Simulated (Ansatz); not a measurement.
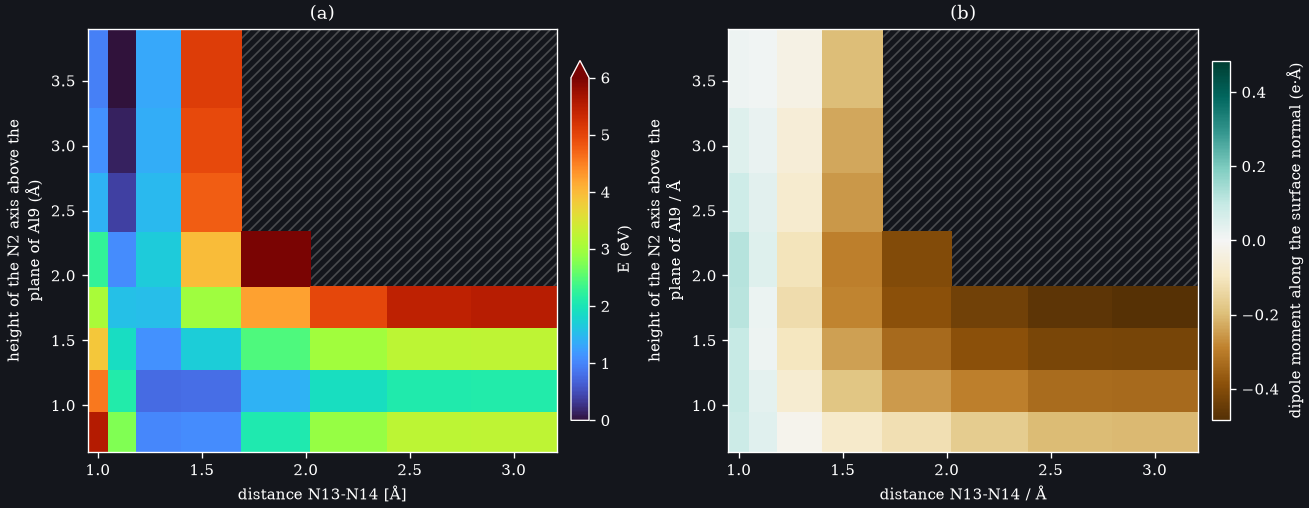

N₂ on an Al(100) slab cut from the Fm-3m phase, its upper half relaxed before the scan (12 atoms of substrate and one adsorbate in a 2 × 2 cell). 
- N2 lies flat over one site of a rigid substrate while its bond length and height are varied; it sits over a hollow of the top layer over the deeper atom Al8, heights counted from the top plane, its axis along the first surface vector.
- First axis: distance N13-N14. Second axis: height of the N2 axis above the plane of Al9.
- Grid: 8 × 8 points. At 15 points there is no value (left out: too close to the surface, or the stretched molecule far from it).
- Points are written as (first, second).
- Energies: eV, counted from the lowest grid point.
- These are results of DFT PBE, scalar-relativistic, plane waves, PAW in Ansatz, not measurements. Settings: cutoff 420 eV, k-mesh 5×5×1, gaussian smearing 0.1 eV, no spin polarisation.

Panel (a) is the energy; panel (b) is the computed dipole moment along the surface normal, in e·Å.

Drawn: one coloured cell a grid point, one colour for all values above the top of the scale, hatched blanks where no value was computed.

### How does the dipole moment along the surface normal vary over the map, and what is it at the lowest grid point?

Leaving out the highest fifth of the energies, it runs from −0.42 e·Å at (3.000 Å, 1.44 Å) to 0.12 e·Å at (1.000 Å, 2.08 Å). At the lowest grid point, (1.100 Å, 3.60 Å), it is 0.01 e·Å. That point lies on the edge of the scan.

| second ↓, first → | 1.000 | 1.100 | 1.269 | 1.531 | 1.845 | 2.199 | 2.585 | 3.000 |
| --- | --- | --- | --- | --- | --- | --- | --- | --- |
| 3.60 | 0.02 | 0.01 | −0.03 | −0.20 | – | – | – | – |
| 3.00 | 0.05 | 0.02 | −0.06 | −0.23 | – | – | – | – |
| 2.60 | 0.08 | 0.04 | −0.07 | −0.26 | – | – | – | – |
| 2.08 | 0.12 | 0.05 | −0.11 | −0.29 | −0.40 | – | – | – |
| 1.76 | 0.12 | 0.02 | −0.13 | −0.28 | −0.39 | −0.43 | −0.47 | −0.48 |
| 1.44 | 0.10 | 0.02 | −0.10 | −0.24 | −0.33 | −0.39 | −0.42 | −0.42 |
| 1.12 | 0.10 | 0.03 | −0.07 | −0.18 | −0.25 | −0.29 | −0.33 | −0.34 |
| 0.80 | 0.09 | 0.04 | −0.02 | −0.08 | −0.12 | −0.17 | −0.20 | −0.21 |
